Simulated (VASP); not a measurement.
# ZnPt: interstitial B from one void to a neighbouring one, part 2 of 4

Wanted: the minimum-energy path in ZnPt for this move: interstitial B from one void to a neighbouring one. The start is a cell from a database of measured crystal structures.

VASP 6.6.1, plane waves and PAW; the level of theory is named at each step.

So far. Step 2 (Relax the host): The run ended after 3 ionic steps, 0.018 eV below its first step, once forces and stress met EDIFFG = -0.02.

### 3. Relax the start

This step: PBEsol; plane waves and PAW (Pt, Zn, B) (VASP 6.6.1).

System of this step: Zn12BPt12. The cell holds 25 atoms: 12 Pt, 12 Zn and 1 B. Cell: a = 6.336 Å, b = 8.501 Å, c = 6.947 Å, α = 90.0°, β = 90.0°, γ = 63.4°. It derives from ZnPt. Nearest the centre at fractional (0.000, 0.167, 0.250): B25 at 1.05 Å, Zn19 at 1.40 Å, Zn13 at 1.41 Å, Pt1 at 2.23 Å, Pt2 at 2.24 Å, Pt3 at 2.24 Å, Pt4 at 2.25 Å, Zn15 at 3.15 Å.

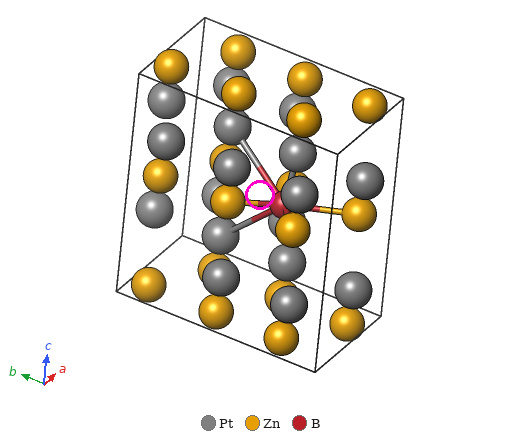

The cell of this step (platinum grey, zinc orange, boron red). A ring marks the centre wherever it is empty. Some periodic images of atoms are drawn too.

A path needs two true minima; the start is relaxed with symmetry off.

File INCAR:

```
SYSTEM = Zn12BPt12
PREC = Normal
ENCUT = 320
EDIFF = 1E-05
NELM = 120
ISMEAR = 1
SIGMA = 0.15
LREAL = Auto
ALGO = Fast
GGA = PS
LORBIT = 11
LWAVE = .FALSE.
LCHARG = .FALSE.
KPAR = 3
IBRION = 2
NSW = 60
ISIF = 2
EDIFFG = -0.05
POTIM = 0.4
MAXMIX = 40
ISYM = 0
```

File POSCAR:

```
Zn12BPt12
1.0
    5.6674863488      2.8337431744      0.0000000000
    0.0000000000      8.5012295232      0.0000000000
    0.0000000000      0.0000000000      6.9465166558
Pt Zn B
12 12 1
Direct
    0.0012195325      0.0015264287      0.0009513749
   -0.0045987133      0.0036628454      0.5012851753
   -0.0018948550      0.3353320906      0.0010496553
    0.0010379646      0.3330542113      0.5015740637
   -0.0025988738      0.6671496959     -0.0013880894
    0.0021132692      0.6660556939      0.4991579758
    0.4972407222      0.1669813553      0.0000234425
    0.4990274245      0.1700352742      0.5028985011
    0.4904325752      0.4987450474     -0.0005031935
    0.4985101317      0.5009992395      0.5006257005
    0.5074736440      0.8282259776     -0.0010871780
    0.5072087394      0.8324518542      0.5019090529
    0.2481861222      0.0800606961      0.2504821546
    0.2503847000      0.0803176305      0.7480328942
    0.2497457650      0.4145287882      0.2497170669
    0.2503369502      0.4166380702      0.7485423150
    0.2520952783      0.7513981340      0.2509237675
    0.2471125463      0.7526837704      0.7485562835
    0.7531024711      0.2464443550      0.2526328799
    0.7499291980      0.2470857929      0.7490962392
    0.7501909216      0.5839114619      0.2471721420
    0.7460921898      0.5851054794      0.7486561621
    0.7508310761      0.9181764876      0.2452529089
    0.7508977106      0.9192485354      0.7491433783
   -0.0028612846      0.0443901577      0.2507297082
```

File KPOINTS:

```
Automatic mesh
0
Gamma
3 3 3
0 0 0
```

The projector-augmented-wave data sets are Pt, Zn and B (PBE family, release 64).

Command:

```
$ mpirun -np 3 vasp_std
```

The log of the run:

```text
[banner, memory and clock lines left out]
running    3 mpi-ranks, on    1 nodes
 distrk:  each k-point on    1 cores,    3 groups
 distr:  one band on    1 cores,    1 groups

 POSCAR found type information on POSCAR PtZnB
 POSCAR found :  3 types and      25 ions
 [... a notice as in an earlier step ...]

 LDA part: xc-table for (Slater+PW92), standard interpolation
 POSCAR, INCAR and KPOINTS ok, starting setup
 FFT: planning ... GRIDC
 FFT: planning ... GRID_SOFT
 FFT: planning ... GRID
 WAVECAR not read
 entering main loop
       N       E                     dE             d eps       ncg     rms          rms(c)
DAV:   1     0.240942904794E+04    0.24094E+04   -0.83342E+04  4488   0.166E+03
DAV:   2     0.268221889062E+03   -0.21412E+04   -0.20404E+04  4480   0.462E+02
DAV:   3    -0.102266504771E+03   -0.37049E+03   -0.33848E+03  4624   0.168E+02
DAV:   4    -0.125640592250E+03   -0.23374E+02   -0.22684E+02  4976   0.475E+01
DAV:   5    -0.126141934328E+03   -0.50134E+00   -0.49939E+00  4808   0.600E+00    0.479E+01
RMM:   6    -0.118002263504E+03    0.81397E+01   -0.24600E+01  4480   0.164E+01    0.231E+01
RMM:   7    -0.117502805370E+03    0.49946E+00   -0.28228E+00  4480   0.478E+00    0.775E+00
RMM:   8    -0.117396752190E+03    0.10605E+00   -0.71696E-01  4486   0.268E+00    0.280E+00
RMM:   9    -0.117355597873E+03    0.41154E-01   -0.14701E-01  4506   0.161E+00    0.511E-01
RMM:  10    -0.117354470028E+03    0.11278E-02   -0.27582E-02  4498   0.434E-01    0.298E-01
RMM:  11    -0.117354223383E+03    0.24664E-03   -0.55746E-03  4564   0.206E-01    0.176E-01
RMM:  12    -0.117354196568E+03    0.26815E-04   -0.17431E-03  4510   0.116E-01    0.668E-02
RMM:  13    -0.117354196664E+03   -0.95741E-07   -0.51954E-04  4729   0.659E-02    0.401E-02
RMM:  14    -0.117354203792E+03   -0.71283E-05   -0.16420E-04  4818   0.347E-02    0.257E-02
RMM:  15    -0.117354202366E+03    0.14267E-05   -0.36149E-05  3079   0.168E-02
   1 F= -.11735420E+03 E0= -.11735225E+03  d E =-.117354E+03
 curvature:   0.00 expect dE= 0.000E+00 dE for cont linesearch  0.000E+00
 trial: gam= 0.00000 g(F)=  0.798E+01 g(S)=  0.000E+00 ort = 0.000E+00 (trialstep = 0.100E+01)
 search vector abs. value=  0.798E+01
 bond charge predicted
       N       E                     dE             d eps       ncg     rms          rms(c)
DAV:   1    -0.116609983038E+03    0.74422E+00   -0.20150E+03  4528   0.123E+02    0.825E+00
RMM:   2    -0.119935401376E+03   -0.33254E+01   -0.36837E+01  4480   0.213E+01    0.436E+00
RMM:   3    -0.120212792189E+03   -0.27739E+00   -0.53461E+00  4630   0.772E+00    0.305E+00
RMM:   4    -0.120281610011E+03   -0.68818E-01   -0.13322E+00  4784   0.340E+00    0.169E+00
RMM:   5    -0.120280218266E+03    0.13917E-02   -0.30033E-01  4693   0.169E+00    0.765E-01
RMM:   6    -0.120285216918E+03   -0.49987E-02   -0.92422E-02  4852   0.864E-01    0.291E-01
RMM:   7    -0.120286459982E+03   -0.12431E-02   -0.18385E-02  4892   0.361E-01    0.154E-01
RMM:   8    -0.120286763175E+03   -0.30319E-03   -0.48315E-03  4922   0.159E-01    0.915E-02
RMM:   9    -0.120286772629E+03   -0.94540E-05   -0.60124E-04  4789   0.673E-02    0.297E-02
RMM:  10    -0.120286769318E+03    0.33116E-05   -0.14919E-04  4165   0.311E-02    0.159E-02
RMM:  11    -0.120286771271E+03   -0.19537E-05   -0.43301E-05  3147   0.170E-02
   2 F= -.12028677E+03 E0= -.12028906E+03  d E =-.293257E+01
[... from here on, the cycles between the ionic steps are left out ...]
   3 F= -.12034148E+03 E0= -.12034324E+03  d E =-.298728E+01
   4 F= -.12034215E+03 E0= -.12034396E+03  d E =-.298795E+01
   5 F= -.12053482E+03 E0= -.12053622E+03  d E =-.192675E+00
   6 F= -.12058909E+03 E0= -.12059007E+03  d E =-.246937E+00
   7 F= -.12062859E+03 E0= -.12062978E+03  d E =-.395047E-01
   8 F= -.12063344E+03 E0= -.12063473E+03  d E =-.443570E-01
   9 F= -.12065030E+03 E0= -.12065162E+03  d E =-.168527E-01
  10 F= -.12065031E+03 E0= -.12065163E+03  d E =-.168656E-01
  11 F= -.12066201E+03 E0= -.12066324E+03  d E =-.116975E-01
  12 F= -.12066432E+03 E0= -.12066549E+03  d E =-.140156E-01
  13 F= -.12066978E+03 E0= -.12067100E+03  d E =-.545745E-02
  14 F= -.12067234E+03 E0= -.12067361E+03  d E =-.801966E-02
  15 F= -.12067222E+03 E0= -.12067357E+03  d E =-.789106E-02
  16 F= -.12067316E+03 E0= -.12067446E+03  d E =-.883313E-02
  17 F= -.12067618E+03 E0= -.12067750E+03  d E =-.301850E-02
  18 F= -.12067623E+03 E0= -.12067754E+03  d E =-.306776E-02
  19 F= -.12067857E+03 E0= -.12067986E+03  d E =-.234508E-02
  20 F= -.12067857E+03 E0= -.12067985E+03  d E =-.234412E-02
 curvature:  -1.84 expect dE=-0.223E-02 dE for cont linesearch -0.154E-06
 trial: gam= 0.32690 g(F)=  0.121E-02 g(S)=  0.000E+00 ort =-0.291E-04 (trialstep = 0.139E+01)
 search vector abs. value=  0.227E-02
 bond charge predicted
       N       E                     dE             d eps       ncg     rms          rms(c)
DAV:   1    -0.120679412809E+03   -0.84276E-03   -0.74981E-01  4480   0.225E+00    0.585E-02
RMM:   2    -0.120679925149E+03   -0.51234E-03   -0.46337E-03  4480   0.234E-01    0.868E-02
RMM:   3    -0.120679840274E+03    0.84874E-04   -0.75596E-04  4484   0.857E-02    0.320E-02
RMM:   4    -0.120679863801E+03   -0.23526E-04   -0.40203E-04  4467   0.521E-02    0.467E-02
RMM:   5    -0.120679843203E+03    0.20598E-04   -0.57963E-05  3842   0.263E-02    0.243E-02
RMM:   6    -0.120679836587E+03    0.66156E-05   -0.48078E-05  3520   0.184E-02
  21 F= -.12067984E+03 E0= -.12068110E+03  d E =-.126725E-02
 trial-energy change:   -0.001267  1 .order   -0.001213   -0.001680   -0.000746
 step:   2.1221(harm=  2.5080)  dis= 0.00746  next Energy=  -120.680039 (dE=-0.147E-02)
 reached required accuracy - stopping structural energy minimisation
```

The job ended after 16 min (3 MPI ranks of Intel Xeon Platinum 8259CL at 2.50GHz (Skylake/Cascade Lake), shared host; peak memory 1.1 GiB).

From OUTCAR (step 3):

```text
 Found     14 irreducible k-points:

   k-points           NKPTS =     14   k-points in BZ     NKDIM =     14   number of bands    NBANDS=    160

   dimension x,y,z NGX =    28 NGY =   40 NGZ =   30
   dimension x,y,z NGXF=    56 NGYF=   80 NGZF=   60

   ENCUT  =  320.0 eV  23.52 Ry    4.85 a.u.   9.24 12.40 10.13*2*pi/ulx,y,z

   NELECT =     267.0000    total number of electrons

 E-fermi :   8.0953

 k-point     1 :       0.0000    0.0000    0.0000
  band No.  band energies     occupation
    ...
    131       6.8765      2.00000
    132       7.0352      2.00000
    133       7.2255      2.00000
    134       7.4589      2.00000
    135       7.8294      2.03099
    136       8.2957     -0.06765
    137       8.5271     -0.00036
    138       8.8444     -0.00000
    139       8.9620     -0.00000
    140       9.1240     -0.00000
    ...

 k-point     2 :       0.3333    0.0000    0.0000
  band No.  band energies     occupation
    ...
    131       6.5244      2.00000
    132       6.8084      2.00000
    133       7.0177      2.00000
    134       7.3764      2.00000
    135       8.0571      1.41588
    136       8.3194     -0.05580
    137       8.7166     -0.00000
    138       9.0817     -0.00000
    139       9.4573     -0.00000
    140       9.7812     -0.00000
    ...

  Total       12.6919206     12.2206445     16.3362799     -0.3801215     -0.0573346     -0.0327237
  in kB       60.7573220     58.5012826     78.2031853     -1.8196747     -0.2744655     -0.1566513
  external PRESSURE =      65.8205966 kB  Pullay stress =       0.0000000 kB

  energy-cutoff  :      320.00
  volume of cell :      334.69
      direct lattice vectors                 reciprocal lattice vectors
     5.667486349  2.833743174  0.000000000     0.176445065  0.000000000  0.000000000
     0.000000000  8.501229523  0.000000000    -0.058815022  0.117630044  0.000000000
     0.000000000  0.000000000  6.946516656     0.000000000  0.000000000  0.143957043

 POSITION                                       TOTAL-FORCE (eV/Angst)
 -----------------------------------------------------------------------------------
      5.66289      2.84243      6.73193        -0.000988      0.003389     -0.025175
      5.66168      2.83937      3.68748        -0.004128      0.007983     -0.010601
      0.01064      2.86458      0.01755        -0.005774     -0.023772      0.000106
      0.01046      2.86183      3.44994         0.001302     -0.009075      0.018443
      5.64953      8.49268      6.94222         0.009993     -0.006063      0.019559
      5.64955      8.49094      3.47635         0.009665      0.002939     -0.018512
      2.85209      2.87027      6.91360        -0.004755     -0.004506      0.014699
      2.84995      2.86999      3.50396         0.012758      0.002810     -0.017038
      2.82776      5.68026      6.92249         0.009083      0.013002     -0.002386
      2.82745      5.67959      3.49622         0.005652      0.012921     -0.011762
      2.81476      8.49340      6.93998        -0.001041      0.005649     -0.003627
      2.81212      8.49174      3.47608         0.005236      0.009325      0.006536
      1.54169      1.55809      1.73350        -0.021378     -0.011244      0.004395
      1.46894      1.49561      5.20852        -0.007339      0.001238     -0.002741
      1.42620      4.27260      1.73463        -0.040258     -0.024124      0.004942
      1.40663      4.26182      5.20888        -0.022609      0.018927     -0.001642
      1.49856      6.97504      1.73504         0.020447      0.020839      0.002847
      1.45583      7.02909      5.20946        -0.006574     -0.004006     -0.000730
      4.13804      4.37437      1.73479         0.006494      0.003240      0.004334
      4.22387      4.35187      5.20843        -0.010132     -0.028114     -0.001355
      4.23727      7.09621      1.73489         0.029700      0.010413      0.005358
      4.24635      7.08647      5.20841         0.025452      0.016562     -0.004137
      4.16014      9.83141      1.73768        -0.013578     -0.003986     -0.008367
      4.18147      9.85169      5.20856         0.004705      0.011368     -0.001127
      0.01364      0.04176      1.73556        -0.001932     -0.025713      0.027982
 -----------------------------------------------------------------------------------
    total drift:                                0.045072     -0.073874      0.038862

  FREE ENERGIE OF THE ION-ELECTRON SYSTEM (eV)
  ---------------------------------------------------
  free  energy   TOTEN  =      -120.6798365874 eV

  energy  without entropy=     -120.6836242086  energy(sigma->0) =     -120.68109913

 total charge
# of ion       s       p       d       tot
------------------------------------------
    1        0.706   0.742   8.155   9.603
    2        0.705   0.741   8.155   9.602
    3        0.642   0.562   8.182   9.386
    4        0.642   0.561   8.182   9.385
    5        0.644   0.564   8.182   9.390
    6        0.644   0.563   8.182   9.389
    7        0.649   0.578   8.194   9.420
    8        0.649   0.578   8.194   9.420
    9        0.668   0.614   8.194   9.476
   10        0.668   0.614   8.193   9.475
   11        0.647   0.575   8.192   9.414
   12        0.647   0.575   8.192   9.414
   13        0.569   0.574   9.787  10.931
   14        0.564   0.563   9.795  10.922
   15        0.552   0.550   9.787  10.890
   16        0.556   0.548   9.789  10.894
   17        0.569   0.570   9.786  10.924
   18        0.571   0.574   9.794  10.939
   19        0.571   0.572   9.786  10.929
   20        0.571   0.574   9.794  10.939
   21        0.553   0.550   9.788  10.891
   22        0.556   0.547   9.789  10.892
   23        0.561   0.566   9.787  10.914
   24        0.566   0.567   9.796  10.928
   25        0.765   1.151   0.000   1.916
--------------------------------------------------
tot         15.436  15.174 215.674 246.283

[... 1 part as in an earlier step ...]

[... 7 further parts left out ...]
```

This run has no spin polarisation. Its electron count is odd, so without a moment it is a metal by construction.

The steps of the relaxation:

```
step  energy less that of the first step (eV)  largest force (eV/Å)
   1                                   0.0000                7.5222
   2                                  -2.9326                1.3147
   3                                  -2.9873                1.1202
   4                                  -2.9879                1.1388
   5                                  -3.1806                0.5045
   6                                  -3.2349                0.6330
   7                                  -3.2744                0.3217
   8                                  -3.2792                0.5319
   9                                  -3.2961                0.3683
  10                                  -3.2961                0.3301
  11                                  -3.3078                0.1525
  12                                  -3.3101                0.1377
  13                                  -3.3156                0.0815
  14                                  -3.3181                0.0905
  15                                  -3.3180                0.1867
  16                                  -3.3190                0.1271
  17                                  -3.3220                0.2336
  18                                  -3.3220                0.1910
  19                                  -3.3244                0.0603
  20                                  -3.3244                0.0608
  21                                  -3.3256                0.0472
```

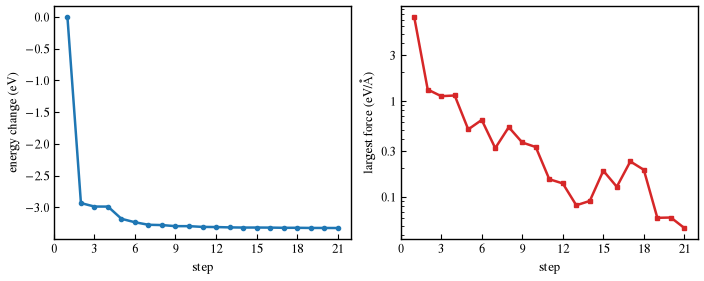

Energy and largest force along the relaxation.

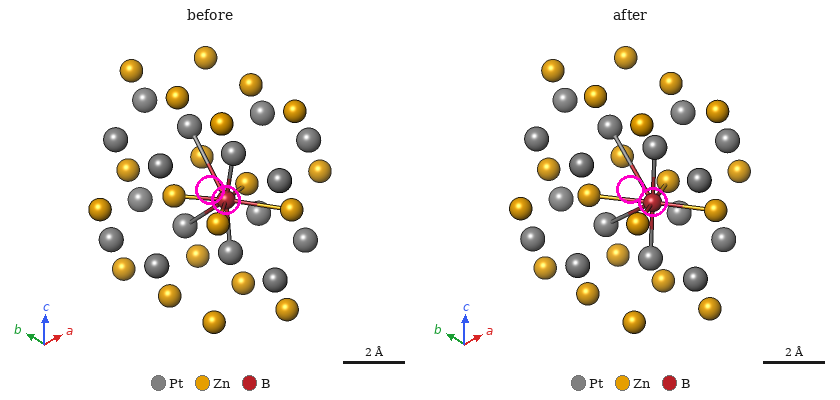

Before and after: the atoms that start within 5 Å of the centre. B25, which moves most, is ringed if it is among them. A ring with no atom in it marks the empty centre. Bonds to atoms that aren't drawn are left out.

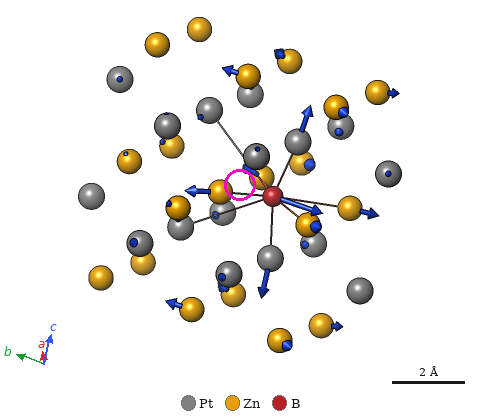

Displacements in the relaxation near the centre, exaggerated; the longest in the cell stands for 0.33 Å. A ring marks the centre wherever it is empty. Bonds to atoms that aren't drawn are left out.

The atoms that moved most (Å):

```csv
atom,dx,dy,dz,length
B25,0.030,-0.328,-0.006,0.329
Pt1,-0.012,-0.008,-0.221,0.222
Zn13,0.135,0.174,-0.006,0.221
Pt2,0.020,-0.012,0.205,0.207
Zn19,-0.130,0.145,-0.020,0.196
Zn17,0.070,-0.127,-0.008,0.145
Zn23,-0.095,-0.102,0.034,0.144
Zn20,-0.026,0.126,0.005,0.129
```

The relaxed structure:

```xyz
25
Lattice="5.6675 2.8337 0.0000 0.0000 8.5012 0.0000 0.0000 0.0000 6.9465" Properties=species:S:1:pos:R:3 pbc="T T T"
Pt   -0.0046    0.0087   -0.2146
Pt   -0.0058    0.0056    3.6875
Pt    0.0106    2.8646    0.0175
Pt    0.0105    2.8618    3.4499
Pt   -0.0180    5.6589   -0.0043
Pt   -0.0179    5.6572    3.4764
Pt    2.8521    2.8703   -0.0329
Pt    2.8499    2.8700    3.5040
Pt    2.8278    5.6803   -0.0240
Pt    2.8275    5.6796    3.4962
Pt    2.8148    8.4934   -0.0065
Pt    2.8121    8.4917    3.4761
Zn    1.5417    1.5581    1.7335
Zn    1.4689    1.4956    5.2085
Zn    1.4262    4.2726    1.7346
Zn    1.4066    4.2618    5.2089
Zn    1.4986    6.9750    1.7350
Zn    1.4558    7.0291    5.2095
Zn    4.1380    4.3744    1.7348
Zn    4.2239    4.3519    5.2084
Zn    4.2373    7.0962    1.7349
Zn    4.2463    7.0865    5.2084
Zn    4.1601    9.8314    1.7377
Zn    4.1815    9.8517    5.2086
B     0.0136    0.0418    1.7356
```

This step gave:

- electronic steps: 151
- electrons: 267
- free energy (TOTEN): -120.6798 eV
- energy at zero smearing: -120.6811 eV
- Fermi energy: 8.095 eV

The run ended after 21 ionic steps, 3.326 eV below its first step, once the forces on the free atoms met EDIFFG = -0.05.

(Part 2 of 4 ends here.)

[Lines on the potential files, build, host, timing and source positions are cut from VASP's logs without a mark.]

[Logs are printed without paths, hosts, clocks, repeated set-up lines and the standing remarks that a program may print on its own settings, such as how far it seeks lower states.]

[Hosts, paths, dates, database ids (printed as entryN), source tags and the programs' standing remarks are cut or masked in the printed files.]

[Runs that stopped without an error message from VASP are left out.]
